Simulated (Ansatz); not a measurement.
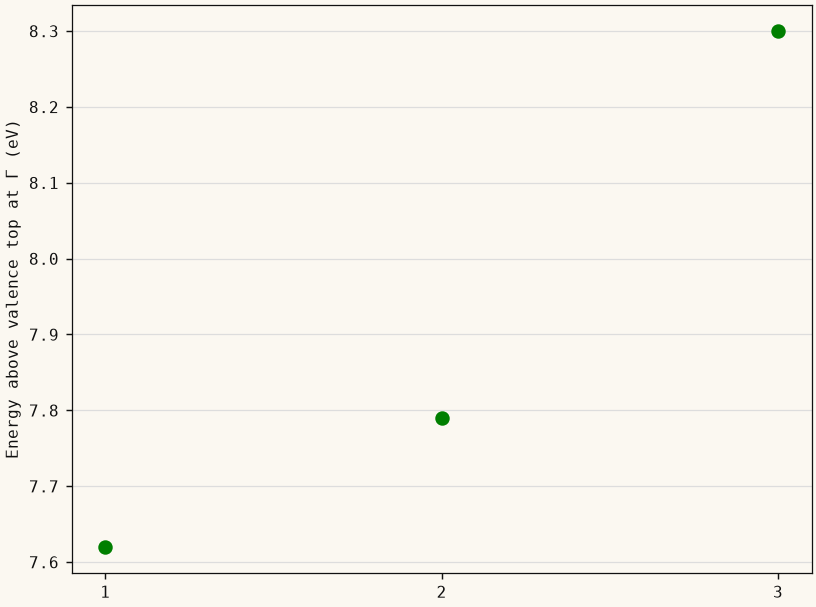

Lowest conduction level at Γ, counted from the valence-band top at X, by several methods on one cell of CsCl-type TlCl, space group Pm-3m (No. 221), 2 atoms in the cell; cubic a = 3.834 Å. All runs are without spin-orbit coupling and carry no moments. The smallest gap lies off these points.

**Which column is which method? They are r2SCAN, PBE and PBEsol.**

1 is PBEsol; 2 is PBE; 3 is r2SCAN.

```csv
method,program,Γ (eV)
PBEsol,Ansatz,7.62
PBE,Ansatz,7.79
r2SCAN,Ansatz,8.30
```

Settings. PBEsol: Ansatz PAW set, 8×8×8 k mesh, 420 eV cutoff, Fermi-Dirac smearing of 0.02 eV (Ansatz 0.2.0). PBE: Ansatz PAW set, 8×8×8 k mesh, 420 eV cutoff, Fermi-Dirac smearing of 0.02 eV (Ansatz). r2SCAN: Ansatz PAW set, 8×8×8 k mesh, 500 eV cutoff, Fermi-Dirac smearing of 0.02 eV (Ansatz 0.2.0).

These are three of the 4 methods that were run on this cell. Spin-orbit coupling is left out, which matters for Tl. PBEsol and r2SCAN: the PAW data sets were made with another functional. Over all k points computed the smallest gap is 1.93 eV in PBEsol, 2.08 eV in PBE and 2.50 eV in r2SCAN, from the valence top at X to the conduction bottom at X.
